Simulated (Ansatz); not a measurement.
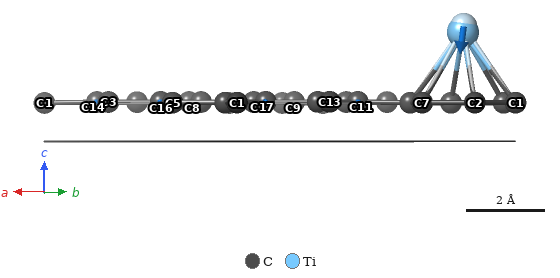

This is a relaxation of a slab of composition TiC18. The starting structure is drawn faded, the final one solid; blue arrows show the displacements, magnified 5 times.

A ball-and-stick model of the cell of the calculation, outlined in the plane, without the vacuum, seen from a free direction.

It is Ti on graphene monolayer, set down by a guess. The run prepares an end point of a later path (adatom hop) calculation, from a guessed geometry.

Theory: DFT PBE, scalar-relativistic, plane waves, PAW in Ansatz 0.2.0.

The input:
```yaml
crystal:
  lattice:
    - [7.398, 0.0, 0.0]
    - [-3.699, 6.406856, 0.0]
    - [0.0, 0.0, 11.0]
  atoms:
    - { symbol: C, position: [0.0, 0.0, 0.0909091] }
    - { symbol: C, position: [0.2222222, 0.1111111, 0.0909091] }
    - { symbol: C, position: [0.0, 0.3333333, 0.0909091] }
    - { symbol: C, position: [0.2222222, 0.4444444, 0.0909091] }
    - { symbol: C, position: [0.0, 0.6666667, 0.0909091] }
    - { symbol: C, position: [0.2222222, 0.7777778, 0.0909091] }
    - { symbol: C, position: [0.3333333, 0.0, 0.0909091] }
    - { symbol: C, position: [0.5555556, 0.1111111, 0.0909091] }
    - { symbol: C, position: [0.3333333, 0.3333333, 0.0909091] }
    - { symbol: C, position: [0.5555556, 0.4444444, 0.0909091] }
    - { symbol: C, position: [0.3333333, 0.6666667, 0.0909091] }
    - { symbol: C, position: [0.5555556, 0.7777778, 0.0909091] }
    - { symbol: C, position: [0.6666667, 0.0, 0.0909091] }
    - { symbol: C, position: [0.8888889, 0.1111111, 0.0909091] }
    - { symbol: C, position: [0.6666667, 0.3333333, 0.0909091] }
    - { symbol: C, position: [0.8888889, 0.4444444, 0.0909091] }
    - { symbol: C, position: [0.6666667, 0.6666667, 0.0909091] }
    - { symbol: C, position: [0.8888889, 0.7777778, 0.0909091] }
    - { symbol: Ti, position: [0.1089452, 0.8899217, 0.27], spin: 1.0 }
magnetization:
  spin_polarized: true
basis:
  ecutwfc: 420.0
kpoints:
  mp_grid: { grid: [2, 2, 1] }
hamiltonian:
  xc: pbe
scf:
  occupations: { method: fermi_dirac, width: 0.05 }
  lower_state_search: "off"
relax:
  f_tol: 0.03
  max_steps: 60
  adjacent_minimum: "off"
```

Launched with:
```bash
ansatz run input.yaml --threads 2 --pin off --max-ram 5120MiB --backend cpu --events-out ev --progress --plain --runs-dir out
```

Q: What did the optimiser do to the structure, and how much energy did it gain?

A: The atom that moves furthest relative to the layer's centre is Ti19 (0.15 Å at 7° to the normal (−c side)). Largest moves by element: Ti 0.15 Å, C 0.02 Å. The cell doesn't change. Some distances before and after: C6–Ti19 2.443 → 2.325 Å, C2–Ti19 2.427 → 2.325 Å, C18–Ti19 2.423 → 2.325 Å, C10–C17 1.424 → 1.416 Å. Bond angles that change, for instance: C1–Ti19–C6 71.7° → 76.0°, C1–Ti19–C5 61.1° → 64.4°. The energy falls by 0.114 eV per cell of the calculation in 3 geometry steps. Largest force component: 1.1 eV/Å at the start, 0.006 eV/Å at the end.

Limits of the set-up: the k-point mesh is coarse for a cell with partly filled bands; the periodic images lie only 7.4 Å apart, so the values are limited by the cell's size.
